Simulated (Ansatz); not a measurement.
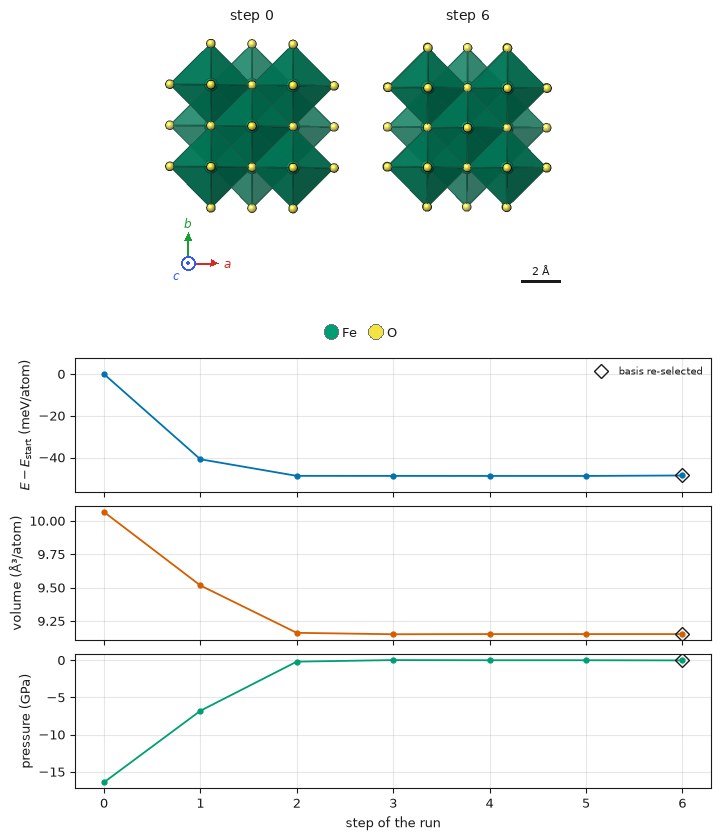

First and last geometry of a relaxation of crystalline FeO (set up in R-3m), with the history of the run. The picture is a polyhedral view of the conventional cell (4 times the calculation's cell), seen along the c axis. Lengths and directions refer to the drawn axes.

The run lets cell and atoms move.

Computed with Ansatz, Kohn-Sham DFT of a periodic cell, LDA, Ansatz PAW large core.

Input
```yaml
crystal:
  lattice:
    - [1.5188209023, 0.8768916568, 2.5195772846]
    - [-1.5188209023, 0.8768916568, 2.5195772846]
    - [0.0, -1.7537833136, 2.5195772846]
  atoms:
    - { symbol: Fe, position: [0.0, 0.0, 0.0], spin: -2.61 }
    - { symbol: O, position: [0.5, 0.5, 0.5] }
hamiltonian:
  xc: lda
  pseudopotentials: { kind: paw, core: large }
magnetization:
  spin_polarized: true
kpoints:
  mp_grid: { grid: [11, 11, 11] }
scf:
  occupations: { method: fermi_dirac, width: 0.05 }
output:
  forces: true
  stress: true
relax:
  f_tol: 0.01
  max_steps: 40
  cell: { stress_tol: 0.05 }
basis:
  ecutrho_ratio: 12
  ecutwfc: "500 eV"
```

Run as
```bash
ansatz run input.yaml --threads 1 --pin off --max-ram 2560MiB --backend cpu --events-out ev --progress --plain --runs-dir out
```

What do the curves and the structures tell?

It converged. The atoms keep their places relative to the cell (all moves are under 0.005 Å). The drawn cell changes as follows: a = b = c 4.319 → 4.184 Å (−3.1 %), α 89.4° → 90.0°, β 90.6° → 90.0°, γ 90.6° → 90.0°; the volume changes by −9.1 %. Some distances before and after: Fe–O 2.159 → 2.092 Å. The space group (tolerance 0.01 Å) goes from R-3m (No. 166) to Fm-3m (No. 225). Over 5 accepted moves (6 points after the start) the energy falls by 48.6 meV per atom. All forces vanish by symmetry, so only the cell relaxes. Pressure: −16.41 GPa at the start and −0.02 GPa at the end. The SCF was repeated once at an unchanged geometry on a basis and grid sized afresh for the cell, which shifted the energy by 0.2 meV per atom at most.

```csv
step,"E − E(0), meV/atom","pressure, GPa","volume, Å³/atom",note
0,0.00,-16.41,10.067,
1,-40.83,-6.80,9.517,
2,-48.78,-0.19,9.162,
3,-48.80,0.02,9.151,
4,-48.82,0.00,9.153,
5,-48.82,0.00,9.152,
6,-48.60,-0.02,9.152,"same geometry, new basis"
```
